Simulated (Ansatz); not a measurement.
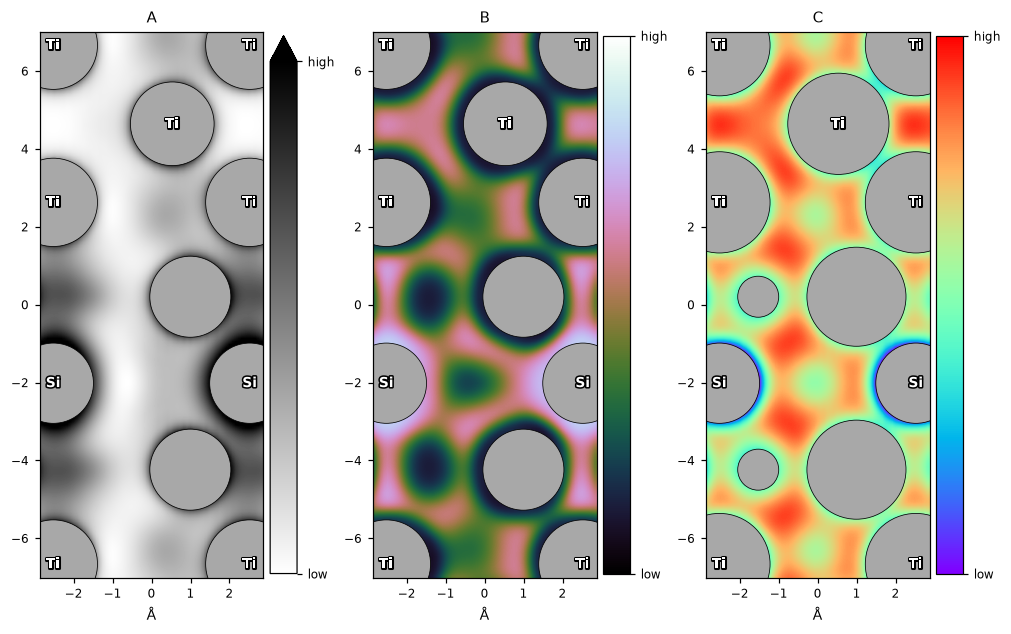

Ti5Si: 3 fields on the (010) plane of the conventional cell, with unlabelled colour scales. Grey discs cover the atomic cores.

Space group R32; a structure from a database of computed crystals, not necessarily the ambient phase; computed pressure about −8 GPa in this cell; computed without spin polarisation.

These are results of Ansatz, DFT LDA, scalar-relativistic, plane waves, PAW, not measurements.

Q: Match the panels to the quantities (electron localisation function, electrostatic potential energy of an electron and valence pseudo-density).

A: Panel A: valence pseudo-density. Panel B: electron localisation function. Panel C: electrostatic potential energy of an electron (low next to the atoms, rising into the space between them). From the grid: Ti–Ti (2.83 Å): the density is about 0.18 e/Å³ at the midpoint; the ELF is about 0.20 at the midpoint: no shared electron pair shows on this line.
